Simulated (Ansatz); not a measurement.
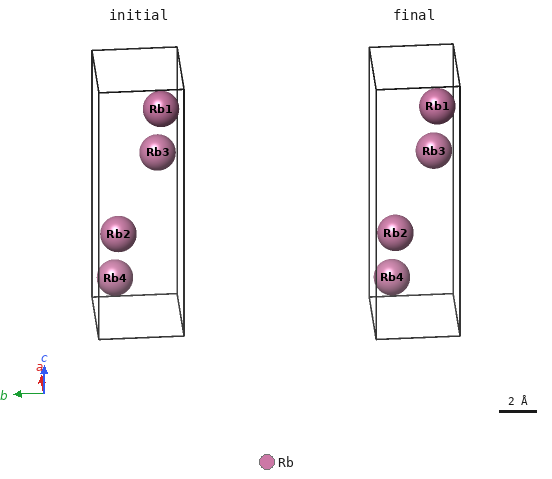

The structure of solid Rb (set up in Cmcm) before (left) and after (right) a relaxation, at one scale.

Style: spheres-only. Shown: the cell of the calculation, from a free direction.

Case: uniaxial strain along a of -3.0 %; b, c and atoms relaxed.

Level of theory: DFT PBEsol, scalar-relativistic, plane waves, PAW (Ansatz).

Input file:
```yaml
crystal:
  lattice:
    - [4.6935109705, 0.0, 0.0]
    - [0.0, 4.7301988725, 0.0]
    - [0.0, 0.0, 15.7937832742]
  atoms:
    - { symbol: Rb, position: [0.2500009625, 0.25, 0.8812417311] }
    - { symbol: Rb, position: [0.2499990375, 0.75, 0.3812417311] }
    - { symbol: Rb, position: [0.7500009625, 0.25, 0.6187582689] }
    - { symbol: Rb, position: [0.7499990375, 0.75, 0.1187582689] }
basis:
  ecutwfc: 420
kpoints:
  mp_grid: { grid: [12, 12, 4] }
hamiltonian:
  xc: pbesol
scf:
  occupations: { method: gaussian, width: 0.1 }
output:
  forces: true
  stress: true
  eigenvalues: true
relax:
  adjacent_minimum: "off"
  f_tol: 0.008
  max_steps: 40
  cell: { stress_tol: 0.015, fix: [a, angles] }
```

Run as
```bash
ansatz run input.yaml --threads 1 --pin off --max-ram 2560MiB --backend cpu --events-out ev --progress --plain --runs-dir out
```

**Describe what moved and what it gained.**

The energy falls by 1.8 meV per cell of the calculation in 2 accepted moves (3 points after the start). The largest force component goes from 0.0042 to 0.00055 eV/Å. The pressure goes from 0.05 to 0.05 GPa. At 1 point the geometry stayed and the basis and grid were re-selected for the new cell (energy shift of less than 0.05 meV per cell of the calculation at most each time). The atoms keep their places relative to the cell (all moves are under 0.005 Å). The drawn cell changes as follows: a unchanged at 4.694 Å, b 4.730 → 4.660 Å (−1.5 %), c 15.794 → 15.986 Å (+1.2 %); the volume changes by −0.3 %. Near-neighbour distances that change, for instance: Rb1–Rb1 4.730 → 4.660 Å, Rb1–Rb3 4.764 → 4.805 Å, Rb1–Rb4 5.017 → 5.037 Å. The space group stays Cmcm (No. 63).
